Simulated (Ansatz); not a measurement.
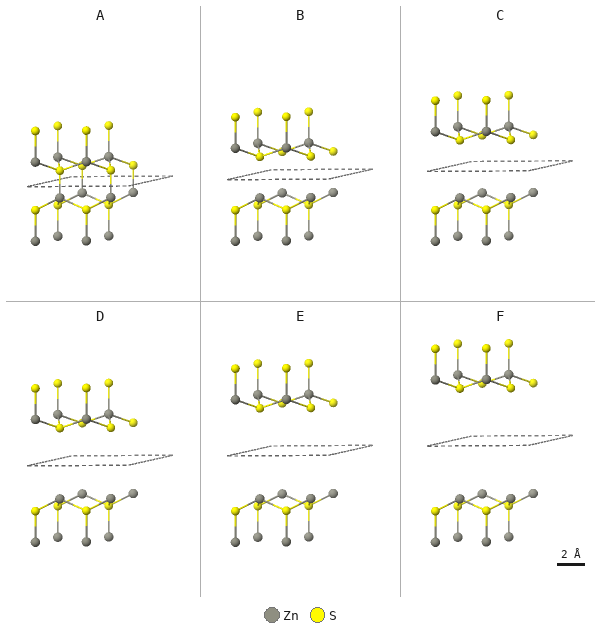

Frames of a one-coordinate scan of a crystal of ZnS (P6_3mc). Style: ball-and-stick. Shown: the layers on both sides of the dashed plane, from the side, nearly along that plane.

Level of theory: DFT PBE, scalar-relativistic, plane waves, PAW in Ansatz 0.2.0. Settings: plane-wave cutoff 420 eV; k-point mesh 8 × 8 × 2; occupations gaussian; smearing width 0.05 eV; no spin polarisation. Energies (free energies at the smearing named) are counted from the relaxed crystal.

> Which coordinate changes from frame to frame?

The crystal is pulled apart rigidly along the normal of the (0 0 1) plane of the conventional cell, at a cut between a plane of Zn below and one of S above, 2.36 Å apart. In the frames the opening is −0.30 Å (A), 0.75 Å (B), 2.00 Å (C), 3.00 Å (D), 4.50 Å (E), 6.00 Å (F). One cut stands in each cell, which starts 12.6 Å high; nothing is relaxed, and the dashed outline marks the cut. Their energies are 0.522 J/m², 0.837 J/m², 2.003 J/m², 2.295 J/m², 2.427 J/m², 2.483 J/m².
